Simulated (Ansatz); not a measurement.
## PtTe₂: single-point calculation

- system: PtTe₂ (slab, 3 atoms in the cell)
- method: DFT PBE+D3(BJ), scalar-relativistic, plane waves, PAW, PAW set soft_1, no spin polarisation (Ansatz 0.2.0)

The structure derives from an entry of the Crystallography Open Database. Figures and captions count atoms from 1; the log counts them from 0 in places.

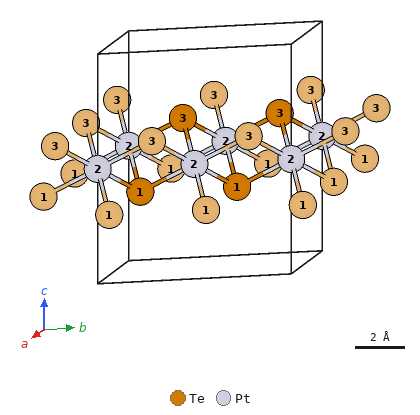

*The structure (ball-and-stick view of the 1 × 2 repeat of the cell, with the vacuum cut short, seen slightly off an axis; neighbours outside the cell are drawn fainter; atoms are numbered from 1 in the order of the input).*

Near neighbours in the crystal (not all of them lie inside the picture): Te has 3 Pt at 2.71 Å; Pt has 6 Te at 2.71 Å.

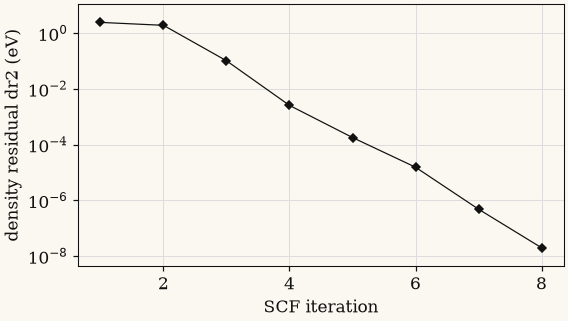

*Convergence of the self-consistent field: density residual dr2 against the SCF iteration.*

The residual falls at every step.

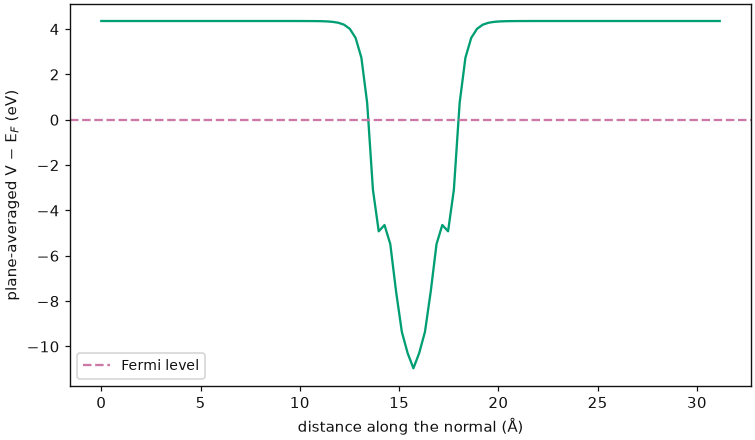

*Plane average of the electrostatic potential energy of an electron across the cell, from the Fermi level.*

The vacuum level lies 4.36 eV above the Fermi level.

These pictures come from the run below.

## Input file
```yaml
crystal:
  lattice:
    - [4.0531452611, 0.0, 0.0]
    - [-2.0265726306, 3.5101267613, 0.0]
    - [0.0, 0.0, 31.4387310764]
  atoms:
    - { symbol: Te, position: [0.6666666667, 0.3333333333, 0.4567513471] }
    - { symbol: Pt, position: [0.0, 0.0, 0.5] }
    - { symbol: Te, position: [0.3333333333, 0.6666666667, 0.5432486529] }
  periodic: [true, true, false]
basis:
  ecutwfc: 420
kpoints:
  mp_grid: { grid: [6, 6, 1] }
hamiltonian:
  xc: pbe
  pseudopotentials: { kind: paw, azcp: { folder: soft_1 } }
  dispersion: d3bj
scf:
  occupations: { method: gaussian, width: 0.1 }
output:
  forces: true
  stress: true
  eigenvalues: true
```

Run as:
```bash
ansatz run input.yaml --threads 2 --pin off --max-ram 6144MiB --backend cpu --events-out ev --progress --plain --runs-dir out
```

## The program's output
```
Engine: ansatz 0.2.0, x86_64-unknown-linux-gnu
Pseudopotentials: kind: paw
Pseudopotential: Te, paw, valence charge 16, recommended cutoff 420 eV (normal), [file]
Pseudopotential: Pt, paw, valence charge 18, recommended cutoff 420 eV (normal), [file]
Functional definition: PBE
  parameter kappa = 0.804
  parameter beta = 0.06672455060314922
  exchange = pbe_x(kappa = kappa, mu = beta*pi^2/3)
  correlation = pbe_c(beta = beta)
Crystal: 3 atoms, lattice volume = 447.281 Å³
Basis set: ecut = 420 eV, 8745 PW (Γ), exchange–correlation on 60×60×432 points (8 copies of the dense FFT grid, shifted against one another)
Bands: 30, of which v1, the nominal top of the filled ones, is band 25 counted from 1 (24 counted from 0)
Symmetry: 12 space group operations
Space group: P-3m1 (ITA 164), of the structure as read, at distance tolerance 7.6e-5 Å
k-points: 7 of 36
Non-local potential: Te, projectors of the file, l = 0: 2, l = 1: 2, l = 2: 2, l = 3: 1
Non-local potential: Pt, projectors of the file, l = 0: 3, l = 1: 2, l = 2: 2, l = 3: 1
PAW form: soft (Blöchl's): semilocal exchange-correlation on the pseudo side does not see the compensation charge
PAW one-centre angular grid: Te, 590 points (default); XC on 64 Gauss nodes
PAW one-centre angular grid: Pt, 590 points (default); XC on 64 Gauss nodes
Initial density: superposition of atomic densities (neutral atoms: chi_scale 0, normalization atom)
Initial wavefunctions: pseudopotential atomic-orbital guess
Functional: x = pbe(κ = 0.804, μ = 0.2195149727645171), c = pbe(β = 0.06672455060314922)
SCF iter   1: F=—  HF=-26487.337977 eV  |F-HF|=—  |Δ(HF+E_count)|=         —  Δρ=2.39e-2  dr2=2.43e0  ethr=3.10e-3  ⟨swp⟩=15.0  Hψ=1446  notcnv=0
preconditioner: auto → Resta (q_TF=auto, 1.894 Å⁻¹)  ε∞=2.0  [insulator: Δε(μ)=1.391 eV  Ē_g=8.228 eV  σ=0.100 eV  W_gap=1.00  n_scr=60 (ndim 8)  ℏωp=8.2 eV  f_vac=0.781  D(μ)=0.00/eV (n_scr^D=0)  ε∞_Penn≈2.0  vacuum switching on, ρ_ref=4.9e-3 e/Å³]
SCF iter   2: F=—  HF=-26487.239055 eV  |F-HF|=—  |Δ(HF+E_count)|=   9.89e-2  Δρ=1.38e-2  dr2=1.91e0  ethr=3.10e-3  ⟨swp⟩=4.0  Hψ=570  notcnv=0  defer=7
SCF iter   3: F=—  HF=-26486.906642 eV  |F-HF|=—  |Δ(HF+E_count)|=   3.32e-1  Δρ=6.61e-3  dr2=1.02e-1  ethr=3.10e-3  ⟨swp⟩=2.9  Hψ=365  notcnv=0  defer=4
SCF iter   4: F=—  HF=-26486.891253 eV  |F-HF|=—  |Δ(HF+E_count)|=   1.54e-2  Δρ=9.51e-4  dr2=2.55e-3  ethr=2.04e-4  ⟨swp⟩=3.0  Hψ=393  notcnv=0  defer=6
SCF iter   5: F=—  HF=-26486.891670 eV  |F-HF|=—  |Δ(HF+E_count)|=   4.17e-4  Δρ=2.25e-4  dr2=1.79e-4  ethr=5.10e-6  ⟨swp⟩=4.0  Hψ=493  notcnv=0  defer=6
SCF iter   6: F=—  HF=-26486.891740 eV  |F-HF|=—  |Δ(HF+E_count)|=   7.07e-5  Δρ=4.35e-5  dr2=1.54e-5  ethr=3.59e-7  ⟨swp⟩=3.3  Hψ=389  notcnv=0  defer=6
SCF iter   7: F=—  HF=-26486.891852 eV  |F-HF|=—  |Δ(HF+E_count)|=   1.12e-4  Δρ=1.01e-5  dr2=4.80e-7  ethr=3.07e-8  ⟨swp⟩=3.4  Hψ=416  notcnv=0  defer=6
SCF iter   8: F=-26486.891853 eV  HF=-26486.891853 eV  |F-HF|=2.35e-8  |Δ(HF+E_count)|=   9.94e-7  Δρ=2.16e-6  dr2=1.98e-8  ethr=2.00e-10  ⟨swp⟩=19.9  Hψ=1377  notcnv=0
SCF 1 converged in 8 iterations: F = -26486.891853 eV  dr2 = 1.98e-8
  greatest PAW one-centre occupation: 1.000 electrons in one spin orbital (limit 2), on the Pt atom at site 1 (counted from 0), in its partial waves of l = 0
SCF converged after 8 iterations
Free energy (F): -26486.891853 eV
Harris-Foulkes:  -26486.891853 eV  (|F-HF|=2.35e-8)
Internal energy: -26486.891853 eV  (E = F + TS)
E sigma→0 (E₀):  -26486.891853 eV
Fermi energy:    -4.356060 eV
--- Per-component energies (eV) ---
  E_band       = -1595.484902
  E_kinetic    = 940.101974
  E_local      = -108291.927529  (includes V_loc(G=0)·N_el)
  E_nonlocal   = 334.176897
  E_hartree    = 53502.882118
  E_xc         = -476.795838
  E_vxc        = -474.537170  (∫ρ·V_xc dr)
  E_paw        = -18826.015177  (= ΣΔE_a)
  E_vpaw       = -1109.065262  (= ΣTr[D̂ρ^β])
  E_aug_tail   = 0.001255  (compensation charges beyond the density's cutoff)
  E_ewald      = 46331.686792
  E_disp       = -1.002346  (pairwise vdW)
  E_smearing   = -0.000000  (= −TS)
  E_closure    = -0.000000  (closes the sum)
  Σ components = -26486.891853   (vs F -26486.891853, Δ=0.00e0)
--- Forces (eV/Å), atoms counted from 1 ---
  atom   1  Te    -0.00000000    -0.00000000    -0.06426038
  atom   2  Pt    -0.00000000    -0.00000000     0.00000000
  atom   3  Te     0.00000000     0.00000000     0.06426038
  max |Σ_I F_I| component: 1.39e-17 eV/Å
--- 2D stress c σ (N/m, compression-positive) ---
       -1.376828       0.000000       0.000000
        0.000000      -1.376828       0.000000
        0.000000       0.000000       0.000000
  P = ½ c Tr σ = -1.3768 N/m
--- Band table (eV; the first three rows and the last of 7) ---
  k-point 0: bands = ["-103.6268", "-57.8002", "-57.8002", "-57.6978", "-41.6830", "-41.6830", "-41.6813", "-41.6813", "-41.6489", "-41.6489", "-41.6383", "-41.6383", "-41.6296", "-41.6290", "-17.5995", "-15.5524", "-9.8801", "-9.8801", "-9.7623", "-8.0839", "-8.0839", "-6.6252", "-5.3688", "-4.8772", "-4.8772", "-2.5135", "-2.5135", "-1.0027 (-1.0028°)", "-0.7770", "-0.1875"]
  k-point 1: bands = ["-103.6268", "-57.8009", "-57.8004", "-57.6978", "-41.6824", "-41.6821", "-41.6820", "-41.6807", "-41.6486", "-41.6480", "-41.6399", "-41.6385", "-41.6291", "-41.6284", "-17.3151", "-15.5636", "-9.9085", "-9.7386", "-9.5366", "-8.3802", "-8.1985", "-7.1657", "-5.5706", "-5.1844", "-4.9825", "-3.8247", "-2.7794", "-0.3482", "-0.2980", "-0.1847"]
  k-point 2: bands = ["-103.6268", "-57.8023", "-57.8008", "-57.6977", "-41.6833", "-41.6811", "-41.6803", "-41.6795", "-41.6479", "-41.6475", "-41.6420", "-41.6390", "-41.6279", "-41.6273", "-16.5896", "-15.6307", "-10.1771", "-9.4950", "-9.3989", "-8.7391", "-8.1746", "-7.5932", "-6.7284", "-6.1585", "-5.6513", "-3.6078", "-2.7956", "-1.3903", "0.4112", "0.6974"]
  k-point 6: bands = ["-103.6268", "-57.8022", "-57.8022", "-57.6976", "-41.6820", "-41.6806", "-41.6806", "-41.6783", "-41.6508", "-41.6444", "-41.6444", "-41.6381", "-41.6268", "-41.6268", "-15.7653", "-15.7653", "-10.3875", "-9.6957", "-9.6957", "-8.4339", "-8.4339", "-7.8632", "-7.1735", "-6.4682", "-6.4682", "-3.6820", "-3.6820", "-0.3096", "1.8239", "1.8239"]
  ° read free of the cell's end (the report's vacuum.weakly_bound_levels)
```

## Key numbers

| quantity | value |
| --- | --- |
| outcome | converged |
| electrons treated | 50 |
| free energy | −26486.8919 eV |
| work function, top face | 4.36 eV |
| work function, bottom face | 4.36 eV |
| Fermi energy | −4.356 eV |
| gap on the k-point mesh | 1.05 eV |
| work function (upper face) | 4.36 eV |
| largest force (length of the vector) | 0.064 eV/Å |
| hardware | 2 threads of AMD EPYC (Zen 5), 64 GiB of memory available, shared host |
| wall time | 1.4 s (CPU time 2.6 s) |
| peak memory | 0.72 GiB |

## Remarks

Spin–orbit coupling is left out, which matters for Pt.
